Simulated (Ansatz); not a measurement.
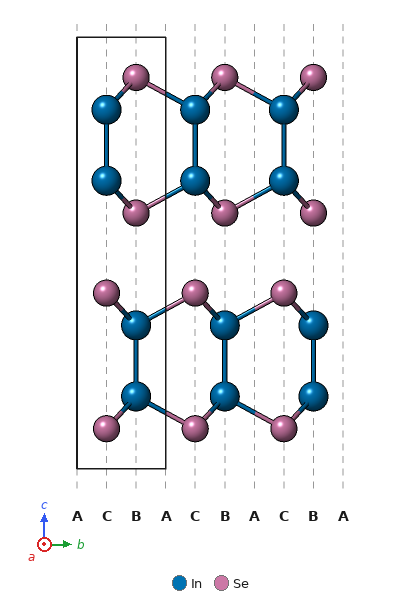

The picture looks along a close-packed row of the hexagonal mesh; c points upwards. The dashed lines mark the three columns A (0, 0), B (1/3, 2/3) and C (2/3, 1/3). The sequence starts with the first layer at or above the cell's origin.

System InSe; source of the atomic positions: coordinates from a relaxation with DFT, r2SCAN+rVV10, plane waves, PAW (Ansatz).

**Read off the stacking sequence over one period.**

Se(C) – In(B) – In(B) – Se(C) – Se(B) – In(C) – In(C) – Se(B) (eight layers in 16.93 Å).
